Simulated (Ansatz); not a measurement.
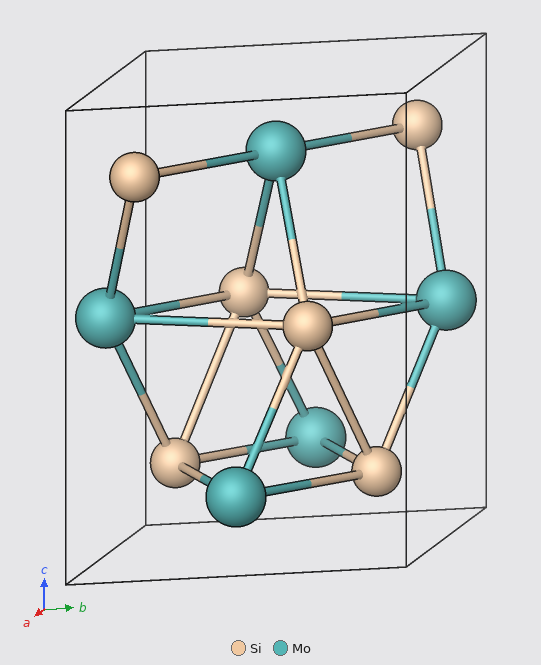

This ball-and-stick model is shown slightly off an axis. The parallelepiped is the simulation cell.

The input file of the run:
```yaml
crystal:
  lattice:
    - [4.7214962421, 0.0, 0.0]
    - [-2.3607481211, 4.0889356895, 0.0]
    - [0.0, 0.0, 6.379536128]
  atoms:
    - { symbol: Si, position: [0.163860372, 0.836139628, 0.8333333333] }
    - { symbol: Si, position: [0.327720744, 0.163860372, 0.1666666667] }
    - { symbol: Si, position: [0.836139628, 0.672279256, 0.5] }
    - { symbol: Si, position: [0.836139628, 0.163860372, 0.8333333333] }
    - { symbol: Si, position: [0.672279256, 0.836139628, 0.1666666667] }
    - { symbol: Si, position: [0.163860372, 0.327720744, 0.5] }
    - { symbol: Mo, position: [0.5, 0.0, 0.5] }
    - { symbol: Mo, position: [0.0, 0.5, 0.1666666667] }
    - { symbol: Mo, position: [0.5, 0.5, 0.8333333333] }
basis:
  ecutwfc: 500
kpoints:
  mp_grid: { grid: [12, 12, 6] }
hamiltonian:
  xc: r2scan
scf:
  occupations: { method: gaussian, width: 0.03 }
output:
  forces: true
  stress: true
  eigenvalues: true
  write_density: true
  write_potential: true
  elf: true
  volumetric_format: npy
```
Run as:
```sh
ansatz run input.yaml --threads 2 --pin off --max-ram 5120MiB --backend cpu --events-out ev --progress --plain --runs-dir out
```

Calculation details: DFT r2SCAN, scalar-relativistic, plane waves, PAW (Ansatz); E_cut = 500 eV, k-point mesh 12×12×6, Gaussian smearing of 0.03 eV, no spin polarisation.

**What does the calculation say: metal or gapped?**

A semiconductor at this level, with a gap of 0.17 eV on the k-mesh (the true edges may lie between mesh points, so the gap can be somewhat smaller).

**Under what pressure is the structure?**

The computed pressure is -4.2 GPa (stretched: it would shrink). The stress isn't hydrostatic: its largest component is 9.7 GPa.

It goes back to a structure listed in the Materials Project. The cell was then strained or its atoms displaced on purpose. It was run through Ansatz as a DFT input.

At this level of theory the run's own cell isn't at rest (stretched, at -4 GPa), so its distances can differ from those at equilibrium, the more so the softer the solid.
